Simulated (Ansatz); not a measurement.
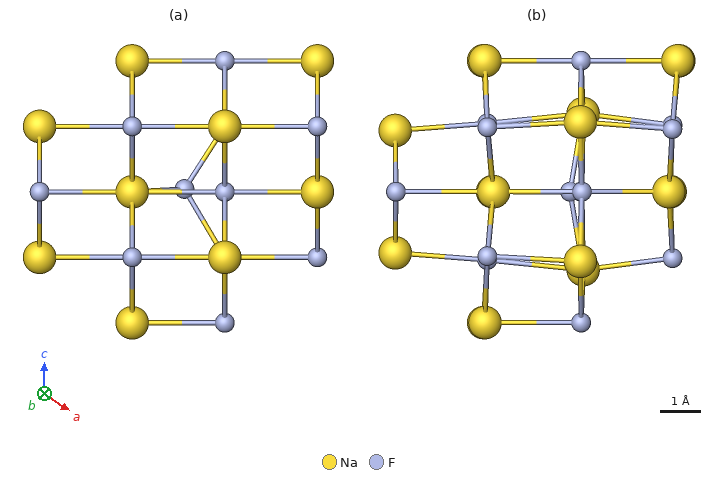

The structure of a defect cell of composition Na8F9 before (left) and after (right) a relaxation, at one scale.

A ball-and-stick model of the atoms within 5.0 Å of the atom that moves most (axes of the conventional cell (2 times the calculation's cell) (origin shifted)), seen along the b axis. Lengths and directions refer to the drawn axes.

Case: F interstitial, charge +0, atoms relaxed.

The calculation used Ansatz, DFT PBE, scalar-relativistic, plane waves, PAW. Set-up: plane-wave cutoff 420 eV; k-point mesh 2 × 2 × 2; occupations gaussian; smearing width 0.02 eV; collinear spin; atoms relaxed in a fixed cell; force threshold 0.02 eV/Å; at most 60 steps.

Question: Summarise the run.

Answer: The largest move is that of an F atom, 0.73 Å along [3 −1 3]. Largest moves by element: F 0.73 Å, Na 0.33 Å. The cell stays as it was. Some distances before and after: Na–Na 3.323 → 2.685 Å, F–Na 2.350 → 2.959 Å, F–Na 2.129 → 2.657 Å, F–Na 2.350 → 2.717 Å. Bond angles that change, for instance: Na–F–Na 116.6° → 156.4°, F–Na–F 122.8° → 92.0°, F–Na–F 120.6° → 92.0°. Over 8 accepted moves (9 points after the start) the energy falls by 1.673 eV per cell of the calculation. Largest force component: 1.9 eV/Å at the start, 0.016 eV/Å at the end. 1 step only repeated the SCF at the same geometry. The run took 40 s on 4 threads of Arm Neoverse V2, on a shared host, peak memory 0.76 GiB.

Limits of the set-up: the periodic images lie only 6.6 Å apart, so the values are limited by the cell's size.
